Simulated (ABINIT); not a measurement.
**Run report: Sb, band-structure run (part 1 of 2)**

The run: band-structure run of Sb (R-3m, 2 atoms in the cell). Method and program: Kohn-Sham DFT of a periodic cell, LDA, JTH PAW LDA v2.0 sp, no spin polarisation (ABINIT 10.8.3).

The structure derives from an entry of the Crystallography Open Database.

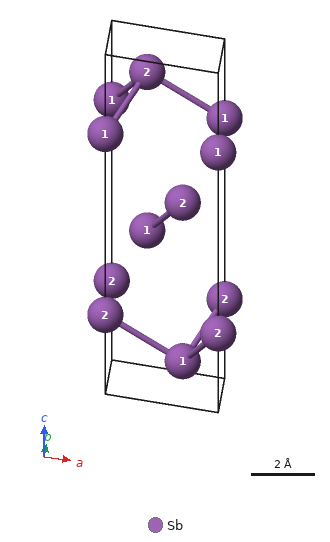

*The structure as given in the input (ball-and-stick view of the cell 3 times as large as that of the calculation, set on its symmetry axes, seen at an oblique angle; atoms are numbered from 1 in the order of the input).*

**The input**
```
# Datasets: ground state, then fixed potential
ndtset 2

# Pseudopotentials
pp_dirpath "./"
pseudos "Sb.LDA_PW-JTH_sp.xml"

# Structure
acell 8.5163565957 8.5163565957 8.5163565957
rprim
     0.4780034715     0.2759754330     0.8338766345
    -0.4780034715     0.2759754330     0.8338766345
     0.0000000000    -0.5519508659     0.8338766345
ntypat 1
znucl 51
natom 2
typat 1 1
xred
     0.7665100000     0.7665100000     0.7665100000
     0.2334900000     0.2334900000     0.2334900000

# Plane-wave basis
ecut 544.227725 eV
pawecutdg 40.0

# Exchange and correlation
ixc 7

# Bands and occupations
occopt 3
tsmear 0.05 eV

# SCF cycle
nstep 100

# Output
iomode 3
prtwf 0
prteig 0
prtebands 0
enunit 1
prtden1 1

# Dataset 1
kptopt1 1
ngkpt1 8 8 8
nshiftk1 1
shiftk1 0.0 0.0 0.0
nband1 9
tolvrs1 1.0e-9

# Dataset 2: bands along G-L-B1
iscf2 -2
getden2 1
nband2 15
nbdbuf2 4
tolwfr2 1.0e-11
kptopt2 -2
ndivsm2 6
prteig2 1
kptbounds2
     0.0000000000     0.0000000000     0.0000000000
     0.5000000000     0.0000000000     0.0000000000
     0.5000000000     0.2396873643    -0.2396873643
```

Hardware: 1 thread of AMD EPYC (Zen 5), 16 GiB of memory available, shared host.

Launch command:
```bash
abinit run.abi > log 2>&1
```

**The program's output**
```
.Version 10.8.3 of ABINIT
 DATASET    1 : space group R-3 m (#166); Bravais hR (rhombohedral)
================================================================================
 Values of the parameters that define the memory need for DATASET  1.
     intxc =       0    ionmov =       0      iscf =      17    lmnmax =       8
     lnmax =       4     mgfft =      36  mpssoang =       2    mqgrid =    3001
     natom =       2  nloc_mem =       2    nspden =       1   nspinor =       1
    nsppol =       1      nsym =      12    n1xccc =       1    ntypat =       1
    occopt =       3   xclevel =       1
       mpw =        1757          nfft =       46656          nkpt =          65
 PAW method is used; the additional fine FFT grid is defined by:
   mgfftf=        50    nfftf =    125000
================================================================================
================================================================================

 DATASET    2 : space group R-3 m (#166); Bravais hR (rhombohedral)
================================================================================
 Values of the parameters that define the memory need for DATASET  2.
     intxc =       0    ionmov =       0      iscf =      -2    lmnmax =       8
     lnmax =       4     mgfft =      36  mpssoang =       2    mqgrid =    3001
     natom =       2  nloc_mem =       2    nspden =       1   nspinor =       1
    nsppol =       1      nsym =      12    n1xccc =       1    ntypat =       1
    occopt =       3   xclevel =       1
       mpw =        1760          nfft =       46656          nkpt =          15
 PAW method is used; the additional fine FFT grid is defined by:
   mgfftf=        50    nfftf =    125000
================================================================================
================================================================================

--------------------------------------------------------------------------------
------------- Echo of variables that govern the present computation ------------
--------------------------------------------------------------------------------
 -outvars: echo values of preprocessed input variables --------
            acell      8.5163565957E+00  8.5163565957E+00  8.5163565957E+00 Bohr
              amu      1.21753000E+02
             ecut      2.00000000E+01 Hartree
           enunit           1
           getden1          0
           getden2          1
             iscf1         17
             iscf2         -2
                       outvar_i_n : Printing only first  50 k-points.
              ixc           7
           jdtset        1    2
                       outvar_i_n : Printing only first  50 k-points.
           kptopt1          1
           kptopt2         -2
         kptrlatt        8    0    0      0    8    0      0    0    8
          kptrlen1     6.51335683E+01
          kptrlen2     3.00000000E+01
            natom           2
            nband1          9
            nband2         15
           nbdbuf1          0
           nbdbuf2          4
           ndtset           2
           ndivsm1          0
           ndivsm2          6
            ngfft          36      36      36
          ngfftdg          50      50      50
             nkpt1         65
             nkpt2         15
            nstep         100
             nsym          12
           ntypat           1
                       prtocc : prtvol=0, do not print more k-points.
           occopt           3
        pawecutdg      4.00000000E+01 Hartree
        prtebands           0
           prteig1          0
           prteig2          1
            prtwf           0
            rprim      4.7800347150E-01  2.7597543300E-01  8.3387663450E-01
                      -4.7800347150E-01  2.7597543300E-01  8.3387663450E-01
                       0.0000000000E+00 -5.5195086590E-01  8.3387663450E-01
           shiftk1     0.00000000E+00  0.00000000E+00  0.00000000E+00
           shiftk2     5.00000000E-01  5.00000000E-01  5.00000000E-01
          spgroup         166
           tolvrs1     1.00000000E-09
           tolvrs2     0.00000000E+00
           tolwfr1     0.00000000E+00
           tolwfr2     1.00000000E-11
           tsmear      1.83746611E-03 Hartree
            typat      1  1
           useylm           1
                       outvars : Printing only first  50 k-points.
           xangst      1.1247695150E-16  3.4544035599E-10  8.6416337340E+00
                       8.6163867615E-19  1.0522616735E-10  2.6323662582E+00
            xcart      2.1255063380E-16  6.5278766566E-10  1.6330321038E+01
                       1.6282611174E-18  1.9884863757E-10  4.9744512910E+00
             xred      7.6651000000E-01  7.6651000000E-01  7.6651000000E-01
                       2.3349000000E-01  2.3349000000E-01  2.3349000000E-01
            znucl       51.00000

================================================================================

 chkinp: Checking input parameters for consistency, jdtset=   1.

 chkinp: Checking input parameters for consistency, jdtset=   2.

================================================================================
== DATASET  1 ==================================================================

--- !DatasetInfo
iteration_state: {dtset: 1, }
dimensions: {natom: 2, nkpt: 65, mband: 9, nsppol: 1, nspinor: 1, nspden: 1, mpw: 1757, }
cutoff_energies: {ecut:  20.0, pawecutdg:  40.0, }
electrons: {nelect:   1.00000000E+01, charge:   0.00000000E+00, occopt:   3.00000000E+00, tsmear:   1.83746611E-03, }
meta: {optdriver: 0, ionmov: 0, optcell: 0, iscf: 17, paral_kgb: 0, }
...

 Exchange-correlation functional for the present dataset will be:
  LDA: Perdew-Wang 92 LSD fit to Ceperley-Alder data - ixc=7
  J.P.Perdew and Y.Wang, PRB 45, 13244 (1992)

 Real(R)+Recip(G) space primitive vectors, cartesian coordinates (Bohr,Bohr^-1):
 R(1)=  4.0708480  2.3503052  7.1015908  G(1)=  0.1228245  0.0709128  0.0469378
 R(2)= -4.0708480  2.3503052  7.1015908  G(2)= -0.1228245  0.0709128  0.0469378
 R(3)=  0.0000000 -4.7006104  7.1015908  G(3)=  0.0000000 -0.1418256  0.0469378
 Unit cell volume ucvol=  4.0767684E+02 bohr^3
 Angles (23,13,12)=  5.71101732E+01  5.71101732E+01  5.71101732E+01 degrees

 Coarse grid specifications (used for wave-functions):

 getcut: wavevector=  0.0000  0.0000  0.0000  ngfft=  36  36  36
         ecut(hartree)=     20.000   => boxcut(ratio)=   2.10010

 Fine grid specifications (used for densities):

 getcut: wavevector=  0.0000  0.0000  0.0000  ngfft=  50  50  50
         ecut(hartree)=     40.000   => boxcut(ratio)=   2.06278

--- Pseudopotential description ------------------------------------------------
- pspini: atom type   1  psp file is ./Sb.LDA_PW-JTH_sp.xml
 Pseudopotential format is: paw10
 basis_size (lnmax)=  4 (lmn_size=  8), orbitals=   0   0   1   1
 Spheres core radius: rc_sph= 2.30676011
 Shapefunction is SIN type: shapef(r)=[sin(pi*r/rshp)/(pi*r/rshp)]**2
 Radius for shape functions =  2.10122246
 Compensation charge density is not taken into account in XC energy/potential

   3.71353962E+03                                ecore*ucvol(ha*bohr**3)
--------------------------------------------------------------------------------

================================================================================

--- !BeginCycle
iteration_state: {dtset: 1, }
solver: {iscf: 17, nstep: 100, nline: 4, wfoptalg: 10, }
tolerances: {tolvrs: 1.00E-09, }
...

     iter   Etot(hartree)      deltaE(h)  residm     nres2
 ETOT  1  -11.471523174288    -1.147E+01 2.514E-01 6.570E-01
 ETOT  2  -11.514442733853    -4.292E-02 6.306E-02 8.742E-02
 ETOT  3  -11.514299979074     1.428E-04 3.438E-03 2.422E-03
 ETOT  4  -11.514298786595     1.192E-06 1.452E-03 1.707E-04
 ETOT  5  -11.514299081572    -2.950E-07 2.749E-04 4.287E-06
 ETOT  6  -11.514299088151    -6.579E-09 3.708E-04 1.467E-07
 ETOT  7  -11.514299088581    -4.296E-10 1.973E-04 6.044E-09
 ETOT  8  -11.514299088501     7.933E-11 2.604E-04 5.223E-10

 At SCF step    8       nres2   =  5.22E-10 < tolvrs=  1.00E-09 =>converged.

 Cartesian components of stress tensor (hartree/bohr^3)
  sigma(1 1)=  3.00221230E-05  sigma(3 2)= -8.94370703E-13
  sigma(2 2)=  3.00221194E-05  sigma(3 1)=  0.00000000E+00
  sigma(3 3)=  4.49576558E-05  sigma(2 1)=  0.00000000E+00

--- !ResultsGS
iteration_state: {dtset: 1, }
comment   : Summary of ground state results
lattice_vectors:
- [  4.0708480,   2.3503052,   7.1015908, ]
- [ -4.0708480,   2.3503052,   7.1015908, ]
- [  0.0000000,  -4.7006104,   7.1015908, ]
lattice_lengths: [   8.51636,    8.51636,    8.51636, ]
lattice_angles: [ 57.110,  57.110,  57.110, ] # degrees, (23, 13, 12)
lattice_volume:   4.0767684E+02
convergence: {deltae:  7.933E-11, res2:  5.223E-10, residm:  2.604E-04, diffor: null, }
etotal    :  -1.15142991E+01
entropy   :   0.00000000E+00
fermie    :  -6.69284713E-01
cartesian_stress_tensor: # hartree/bohr^3
- [  3.00221230E-05,   0.00000000E+00,   0.00000000E+00, ]
- [  0.00000000E+00,   3.00221194E-05,  -8.94370703E-13, ]
- [  0.00000000E+00,  -8.94370703E-13,   4.49576558E-05, ]
pressure_GPa:  -1.0298E+00
xred      :
- [  7.6651E-01,   7.6651E-01,   7.6651E-01, Sb]
- [  2.3349E-01,   2.3349E-01,   2.3349E-01, Sb]
cartesian_forces: # hartree/bohr
- [ -4.01083723E-19,  -7.32343861E-20,  -1.16750627E-03, ]
- [  4.01083723E-19,   7.32343861E-20,   1.16750627E-03, ]
force_length_stats: {min:   1.16750627E-03, max:   1.16750627E-03, mean:   1.16750627E-03, }
...

 Integrated electronic density in atomic spheres:
 ------------------------------------------------
 Atom  Sphere_radius  Integrated_density
    1        2.30676          2.29743668
    2        2.30676          2.29743668

================================================================================

 ----iterations are completed or convergence reached----

 Mean square residual over all n,k,spin=   97.080E-08; max=  26.043E-05
 reduced coordinates (array xred) for    2 atoms
       0.766510000000      0.766510000000      0.766510000000
       0.233490000000      0.233490000000      0.233490000000
 rms dE/dt=  8.2912E-03; max dE/dt=  8.2912E-03; dE/dt below (all hartree)
    1       0.008291151724      0.008291151724      0.008291151724
    2      -0.008291151724     -0.008291151724     -0.008291151724

 cartesian coordinates (angstrom) at end:
    1      0.00000000000000     0.00000000034544     8.64163373399206
    2      0.00000000000000     0.00000000010523     2.63236625816989

 cartesian forces (hartree/bohr) at end:
    1     -0.00000000000000    -0.00000000000000    -0.00116750626511
    2      0.00000000000000     0.00000000000000     0.00116750626511
 frms,max,avg= 6.7406006E-04 1.1675063E-03   0.000E+00  0.000E+00  0.000E+00 h/b

 cartesian forces (eV/Angstrom) at end:
    1     -0.00000000000000    -0.00000000000000    -0.06003558598438
    2      0.00000000000000     0.00000000000000     0.06003558598438
 frms,max,avg= 3.4661562E-02 6.0035586E-02   0.000E+00  0.000E+00  0.000E+00 e/A
 length scales=  8.516356595700  8.516356595700  8.516356595700 bohr
              =  4.506661827311  4.506661827311  4.506661827311 angstroms
 Fermi (or HOMO) energy (eV) = -18.21216   Average Vxc (eV)=  -9.77683
 Eigenvalues (   eV  ) for nkpt=  65  k points:
 kpt#   1, nband=  9, wtk=  0.00195, kpt=  0.0000  0.0000  0.0000 (reduced coord)
 -31.05378  -23.27119  -20.29448  -20.03149  -20.03149  -16.13107  -15.49434  -15.49434
 -12.83841
 prteigrs : prtvol=0 or 1, do not print more k-points.

--- !EnergyTerms
iteration_state     : {dtset: 1, }
comment             : Components of total free energy in Hartree
kinetic             :  3.35225528251579E+00
hartree             :  4.46794551271192E-01
xc                  : -8.15039174670298E+00
Ewald energy        : -1.19838316775404E+01
psp_core            :  9.10902761659089E+00
local_psp           :  5.79854220166863E-01
PAW spherical_terms : -4.86791254048980E+00
internal            : -1.15142042941884E+01
'-kT*entropy'       : -1.04810952161506E-04
total_energy        : -1.15143091051406E+01
total_energy_eV     : -3.13320312415597E+02
...

--- !EnergyTermsDC
iteration_state     : {dtset: 1, }
comment             : '"Double-counting" decomposition of free energy'
band_energy         : -8.75102411739372E+00
Ewald energy        : -1.19838316775404E+01
psp_core            :  9.10902761659089E+00
xc_dc               : -3.88631674070018E+00
PAW spherical_terms :  3.99795064149437E+00
internal            : -1.15141942775490E+01
'-kT*entropy'       : -1.04810952161506E-04
total_energy_dc     : -1.15142990885012E+01
total_energy_dc_eV  : -3.13320039848953E+02
...

--- !EnergyTermsWithPAWCore
iteration_state     : {dtset: 1, }
comment             : 'Components of total free energy, including PAW core contributions'
Total energy        : -1.29522885555372E+04
Total energy DC     : -1.29522885455206E+04
Total energy (eV)   : -3.52449726654123E+05
Total energy DC (eV): -3.52449726381556E+05
...

 Cartesian components of stress tensor (hartree/bohr^3)
  sigma(1 1)=  3.00221230E-05  sigma(3 2)= -8.94370703E-13
  sigma(2 2)=  3.00221194E-05  sigma(3 1)=  0.00000000E+00
  sigma(3 3)=  4.49576558E-05  sigma(2 1)=  0.00000000E+00
```
